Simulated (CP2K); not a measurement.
**A series of single points on TiC**

System: TiC (Fm-3m, 2 atoms in the cell).
Method: Kohn-Sham DFT of a periodic cell, r2SCAN, GTH-SCAN with UZH-TZVP basis, no spin polarisation (CP2K 2026.2).

The 6 runs differ only in the geometry, by an even scaling of the cell at fixed fractional positions. The structure derives from a Materials Project entry.

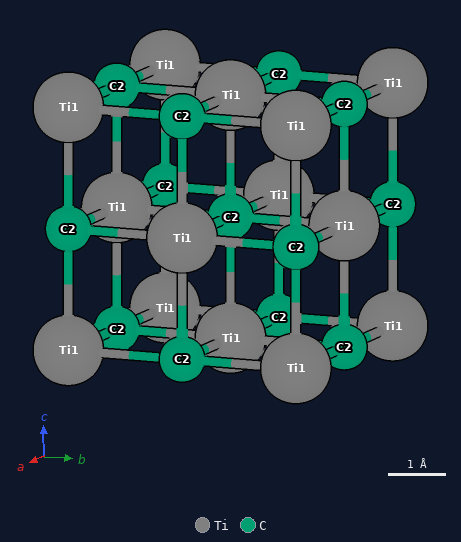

Figure 1. The structure of run 4 (ball-and-stick view of the cell 4 times as large as that of the calculation, set on its symmetry axes, seen slightly off an axis; atoms are numbered from 1 in the order of the input). An atom can appear more than once, as a periodic image.

**Input of run 4**
```
&GLOBAL
  PROJECT tic_eos
  RUN_TYPE ENERGY_FORCE
  PRINT_LEVEL LOW
&END GLOBAL
&FORCE_EVAL
  METHOD QS
  STRESS_TENSOR ANALYTICAL
  &DFT
    BASIS_SET_FILE_NAME BASIS_MOLOPT_UZH
    POTENTIAL_FILE_NAME POTENTIAL_UZH
    WFN_RESTART_FILE_NAME previous-RESTART.kp
    &MGRID
      CUTOFF 675
      REL_CUTOFF 60
      NGRIDS 4
    &END MGRID
    &QS
      METHOD GPW
      EPS_DEFAULT 1.0E-9
    &END QS
    &KPOINTS
      SCHEME MONKHORST-PACK 11 11 11
      GAMMA_CENTERED T
      SYMMETRY T
      SYMMETRY_BACKEND SPGLIB
    &END KPOINTS
    &SCF
      SCF_GUESS RESTART
      EPS_SCF 1.0E-6
      MAX_SCF 100
      ADDED_MOS 13
      CHOLESKY OFF
      EPS_EIGVAL 1.0E-7
      &DIAGONALIZATION ON
        ALGORITHM STANDARD
      &END DIAGONALIZATION
      &MIXING ON
        METHOD BROYDEN_MIXING
        ALPHA 0.4
        BETA 1.5
        NBUFFER 8
      &END MIXING
      &SMEAR ON
        METHOD FERMI_DIRAC
        ELECTRONIC_TEMPERATURE [K] 300.557
      &END SMEAR
    &END SCF
    &XC
      &XC_FUNCTIONAL
        &MGGA_X_R2SCAN
        &END MGGA_X_R2SCAN
        &MGGA_C_R2SCAN
        &END MGGA_C_R2SCAN
      &END XC_FUNCTIONAL
    &END XC
    &PRINT
      &KPOINTS ON
      &END KPOINTS
      &MULLIKEN ON
      &END MULLIKEN
      &MO ON
        ENERGIES T
        OCCUPATION_NUMBERS T
        &EACH
          QS_SCF 0
        &END EACH
        ADD_LAST NUMERIC
      &END MO
    &END PRINT
  &END DFT
  &SUBSYS
    &CELL
      A 3.0830729227 0.0000000000 0.0000000000
      B 1.5415364614 2.6700194729 0.0000000000
      C 1.5415364614 0.8900064910 2.5173185002
      PERIODIC XYZ
    &END CELL
    &COORD
      SCALED
      Ti  0.0000000000 0.0000000000 0.0000000000
      C   0.5000000000 0.5000000000 0.5000000000
    &END COORD
    &KIND Ti
      BASIS_SET TZVP-MOLOPT-SCAN-GTH-q12
      POTENTIAL GTH-SCAN-q12
    &END KIND
    &KIND C
      BASIS_SET TZVP-MOLOPT-SCAN-GTH-q4
      POTENTIAL GTH-SCAN-q4
    &END KIND
    &PRINT
      &ATOMIC_COORDINATES ON
      &END ATOMIC_COORDINATES
      &CELL ON
      &END CELL
    &END PRINT
  &END SUBSYS
  &PRINT
    &FORCES ON
    &END FORCES
    &STRESS_TENSOR ON
    &END STRESS_TENSOR
  &END PRINT
&END FORCE_EVAL
```

Command:
```bash
OMP_NUM_THREADS=1 cp2k.psmp -i tic_eos.inp -o tic_eos.out
```

Run 3 differs from it as follows:
```diff
-      A 3.0830729227 0.0000000000 0.0000000000
-      B 1.5415364614 2.6700194729 0.0000000000
-      C 1.5415364614 0.8900064910 2.5173185002
+      A 3.0422327110 0.0000000000 0.0000000000
+      B 1.5211163555 2.6346508120 0.0000000000
+      C 1.5211163555 0.8782169374 2.4839726070
```

**Results, with one run withheld**

```csv
run,volume per atom (Å³),"free energy per atom, from the lowest run given (meV)",pressure (GPa)
1,9.548,30.99,18.82
2,9.752,11.50,12.04
3,9.955,?,?
4,10.361,0.00,−4.54
5,10.564,8.65,−9.03
6,10.767,22.72,−13.09
```

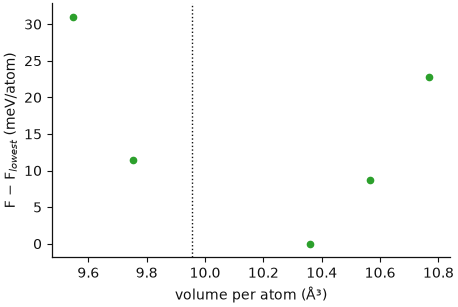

Figure 2. Free energy per atom of the runs given; the dotted line marks run 3.

Estimate the energy of run 3 from the others.

A cubic polynomial in V^(−2/3) (the Birch–Murnaghan form), fitted to the 5 runs given, misses them by at most 0.08 meV per atom. With x = V^(−2/3) − 0.21289 Å⁻², it reads F = −3.0255 − 194.58 x + 4.0498e+05 x² + 9.7628e+05 x³ (meV per atom). At run 3 it gives 0.54 meV per atom, and the run itself gives 0.19. The slope of the fit gives a pressure −dF/dV of 5.63 GPa there, and the run prints 5.91 GPa. The two needn't agree exactly: the fit is approximate, and the printed stress is taken on a finite basis. The fit has its minimum at 10.163 Å³ per atom, where V d²F/dV² gives 258 GPa: the bulk modulus at this level, since symmetry fixes the shape and the positions.

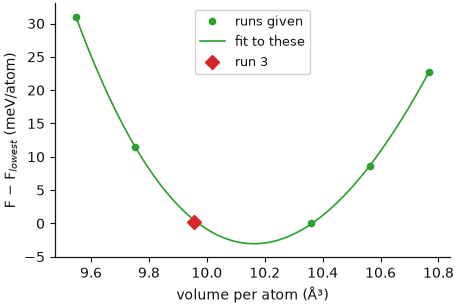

Figure 3. The fit and the withheld run.

**Some lines of the output (run 3)**
```
[...]
  Total energy:                                               -63.69224369329216
  Total energy (extrapolated to T->0):                        -63.69223193743166
 MO| E(Fermi):            0.458439 a.u.         12.474760 eV
 MO| Band gap:            0.232291 a.u.          6.320969 eV
 MO| Band gap:            0.206140 a.u.          5.609349 eV
 MO| Band gap:            0.155779 a.u.          4.238966 eV
 MO| Band gap:            0.093815 a.u.          2.552829 eV
 MO| Band gap:            0.087723 a.u.          2.387064 eV
 MO| Band gap:            0.149369 a.u.          4.064542 eV
 MO| Band gap:            0.200738 a.u.          5.462345 eV
 MO| Band gap:            0.229521 a.u.          6.245597 eV
 MO| Band gap:            0.205735 a.u.          5.598340 eV
 MO| Band gap:            0.170928 a.u.          4.651175 eV
 MO| Band gap:            0.124173 a.u.          3.378929 eV
```
